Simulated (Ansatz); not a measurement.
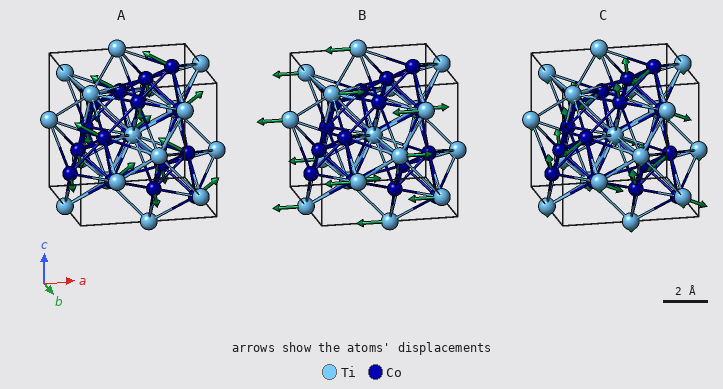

Modes of solid TiCo₂ relaxed at 2 GPa, space group Fd-3m (No. 227), at the zone centre (one member of each degenerate set). The green arrows are the displacements of the atoms (eigenvector over the root of the mass), of arbitrary overall length and sign. Style: ball-and-stick. Shown: the conventional cell (4 times the calculation's cell), from a free direction. Lengths and directions refer to the drawn axes.

Computed with DFT LDA, scalar-relativistic, plane waves, PAW in Ansatz.

The frequencies depend somewhat on the k-mesh and the smearing.

Which are infrared-active and which Raman-active?

Answer. A is T₂u, silent by symmetry (neither infrared- nor Raman-active) (19i cm⁻¹). B is T₂g, Raman-active by symmetry (246 cm⁻¹). C is T₁u, infrared-active by symmetry (318 cm⁻¹). The crystal has a centre of inversion, so no mode is both. In a metal the free carriers screen the infrared response.

Limits of the set-up: an element that often carries a moment was run without spin polarisation.
